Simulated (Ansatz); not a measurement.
# Calculations on Se

Part 1: Relaxation

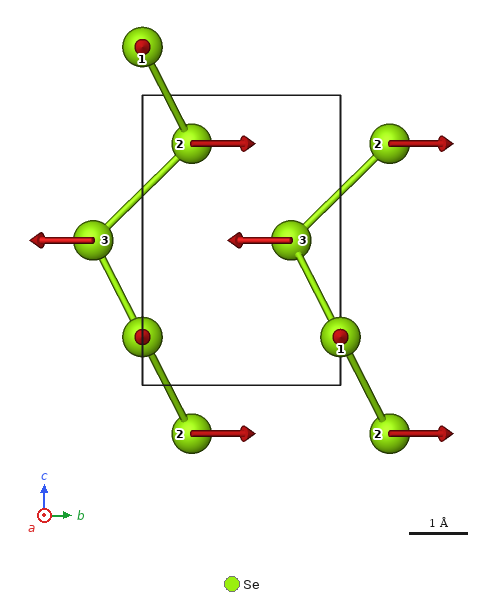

A relaxation of a crystal of Se (set up in P3_221). The starting structure is drawn; red arrows show the displacements, 30 times their true length.

A ball-and-stick model of the cell of the calculation, seen along the a axis.

Case: equal strain along all axes, cell held, atoms relaxed: -2.0 %.

These are results of Ansatz, DFT PBEsol, scalar-relativistic, plane waves, PAW, not measurements.

Input
```yaml
crystal:
  lattice:
    - [3.95769957, 0.0, 0.0]
    - [-1.978849785, 3.4274683682, 0.0]
    - [0.0, 0.0, 5.0190351491]
  atoms:
    - { symbol: Se, position: [0.2487357193, 0.0, 0.1666666667] }
    - { symbol: Se, position: [0.0, 0.2487357193, 0.8333333333] }
    - { symbol: Se, position: [0.7512642807, 0.7512642807, 0.5] }
basis:
  ecutwfc: 420
kpoints:
  mp_grid: { grid: [12, 12, 8] }
hamiltonian:
  xc: pbesol
scf:
  occupations: { method: gaussian, width: 0.02 }
output:
  forces: true
  stress: true
  eigenvalues: true
relax:
  adjacent_minimum: "off"
  f_tol: 0.008
  max_steps: 40
```

Run as
```bash
ansatz run input.yaml --threads 1 --pin off --max-ram 2560MiB --backend cpu --events-out ev --progress --plain --runs-dir out
```

Describe the change and its energy.

Answer. The energy falls by 28.3 meV per cell of the calculation in 4 geometry steps. Largest force component: 0.47 eV/Å at the start, under 0.0001 eV/Å at the end. The largest moves, 0.043 Å, are those of Se1, Se2 and Se3. Se3 goes along [−1 −1 0]. The cell doesn't change. Among the contacts that change: Se1–Se2 2.389 → 2.442 Å. The space group stays P3_221 (No. 154). Cost: 28 s on 1 thread of AMD EPYC 9R45 96-Core Processor (Zen 5), on a shared host, peak memory 0.5 GiB.

Part 2: Relaxation

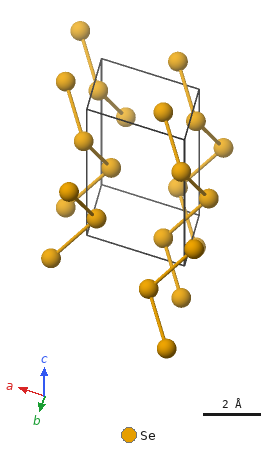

Starting structure of solid Se (set up in P3_221) (coarse preliminary run). Style: ball-and-stick. Shown: the cell of the calculation, repeated 1 × 2 × 1 with one cell outlined, from a free direction.

All numbers below come from DFT PBEsol, scalar-relativistic, plane waves, PAW in Ansatz 0.2.0.

Input
```yaml
crystal:
  lattice:
    - [4.3551696776, 0.0, 0.0]
    - [-2.1775848388, 3.7716875786, 0.0]
    - [0.0, 0.0, 4.94945]
  atoms:
    - { symbol: Se, position: [0.217, 0.0, 0.1666666667] }
    - { symbol: Se, position: [0.0, 0.217, 0.8333333333] }
    - { symbol: Se, position: [0.783, 0.783, 0.5] }
basis:
  ecutwfc: 420
kpoints:
  mp_grid: { grid: [6, 6, 4] }
hamiltonian:
  xc: pbesol
scf:
  occupations: { method: gaussian, width: 0.1 }
output:
  forces: true
  stress: true
  eigenvalues: true
relax:
  adjacent_minimum: "off"
  f_tol: 0.05
  max_steps: 80
  cell: { stress_tol: 0.5 }
```

Launched with:
```bash
ansatz run input.yaml --threads 1 --pin off --max-ram 2560MiB --backend cpu --events-out ev --progress --plain --runs-dir out
```

Q: Predict the outcome.

A: The largest moves relative to the cell, 0.12 Å, are those of Se1, Se2 and Se3. Se2 goes along +b. The drawn cell changes as follows: a = b 4.355 → 4.056 Å (−6.9 %), c 4.949 → 5.108 Å (+3.2 %); the volume changes by −10.5 %. Some distances before and after: Se1–Se2 2.324 → 2.432 Å. The space group stays P3_221 (No. 154). The energy falls by 0.143 eV per cell of the calculation in 5 accepted moves (6 points after the start). Largest force component: 1 eV/Å at the start, 0.023 eV/Å at the end. Pressure: 2.89 GPa at the start and 0.08 GPa at the end. The SCF was repeated once at an unchanged geometry on a basis and grid sized afresh for the cell, which shifted the energy by 0.7 meV per cell of the calculation at most.

The end point in the same view:

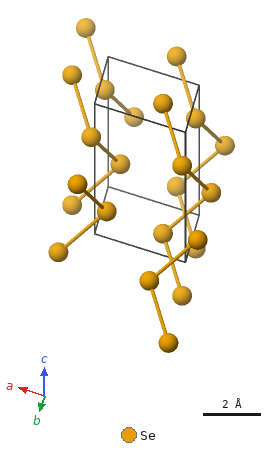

Part 3: Series

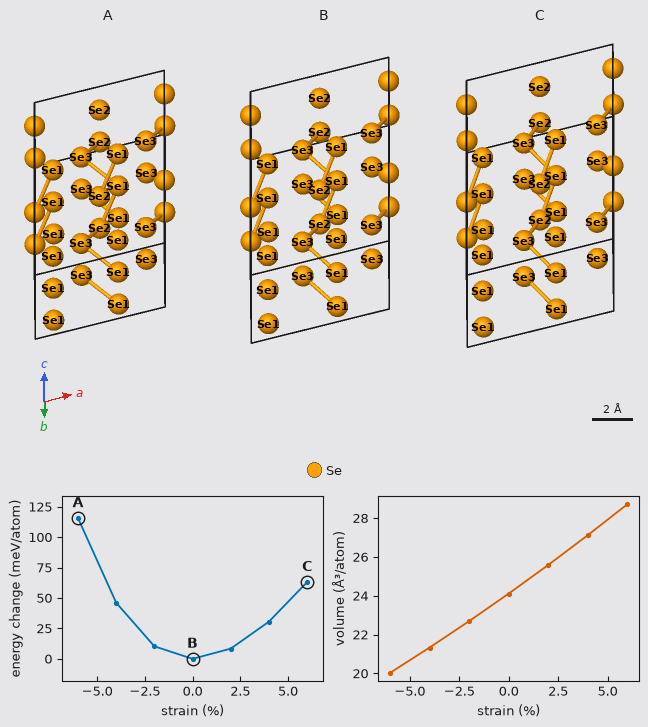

Members of a series of calculations on crystalline Se (set up in P3_221), marked on the first curve. A ball-and-stick model of the cell of the calculation, repeated to show the pattern, seen from a free direction.

Level of theory: Ansatz 0.2.0, DFT PBEsol, scalar-relativistic, plane waves, PAW. Set-up: plane-wave cutoff 420 eV; k-point mesh 12 × 12 × 8; occupations gaussian; smearing width 0.02 eV; no spin polarisation.

Q: Which kind of strain is it, and how does the structure respond?

A: Equal strain along all axes, cell held, atoms relaxed. A (strain −6.0 %): energy change 116 meV/atom, volume 20.03 Å³ per atom. B (strain 0.0 %): energy change 0.0 meV/atom, volume 24.11 Å³ per atom. C (strain 6.0 %): energy change 63.1 meV/atom, volume 28.72 Å³ per atom. The rest compares A with C. Cell: a = b 7.592 → 8.562 Å (+12.8 %), c 9.628 → 10.858 Å (+12.8 %). Volume +43.4 %. Among the bonded contacts that change: Se–Se 2.466 → 2.436 Å.
